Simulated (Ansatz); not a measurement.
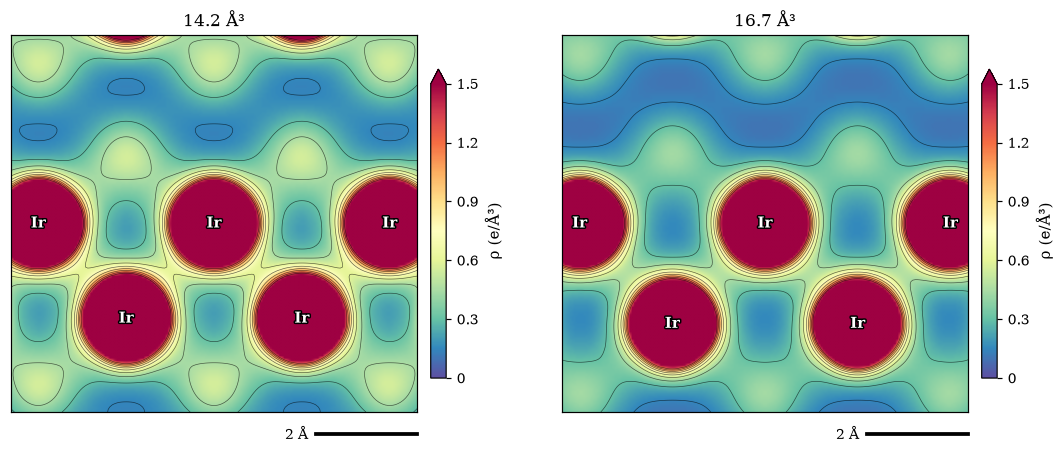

Ir. The valence charge density (pseudo) of cells scaled evenly to different volumes (given per atom above each panel), on the (110) plane of each (indices in the axes of the cell below), at one length scale and on one colour scale.

A generated structure, not necessarily the stable one; the program warned that a starting moment wasn't kept; spin-polarised, but the moments vanished.

All numbers below come from DFT, m-r2SCAN, plane waves (500 eV) with PAW, scalar-relativistic in Ansatz.

The largest cell:

```yaml
crystal:
  lattice:
    - [-2.19711, 2.55654, 1.33921]
    - [2.55654, -2.19711, 1.33921]
    - [2.53674, 2.53674, -0.68092]
  atoms:
    - { symbol: Ir, position: [0.02200, 0.97800, 0.00000] }
    - { symbol: Ir, position: [0.72800, 0.27200, 0.50000] }
```

| volume (Å³/atom) | Ir–Ir contact in the plane (Å) | ρ at its midpoint (e/Å³) | pressure (GPa) | 
| --- | --- | --- | --- |
| 14.25 | 2.551 | 0.610 | 32.5 | 
| 14.87 | 2.587 | ? | ? | 
| 16.73 | 2.691 | 0.476 | −20.1 | 

Estimate the missing row, and compare with the calculation.

Over the known rows ln ρ falls by 1.77 per Å of Ir–Ir distance (the line through the two), which gives 0.572 e/Å³ at 2.587 Å; the calculation gives 0.571 e/Å³. For the pressure, a straight line in volume between the neighbouring rows gives 19.4 GPa; the calculation gives 14.4, lower because pressure rises ever faster on compression.
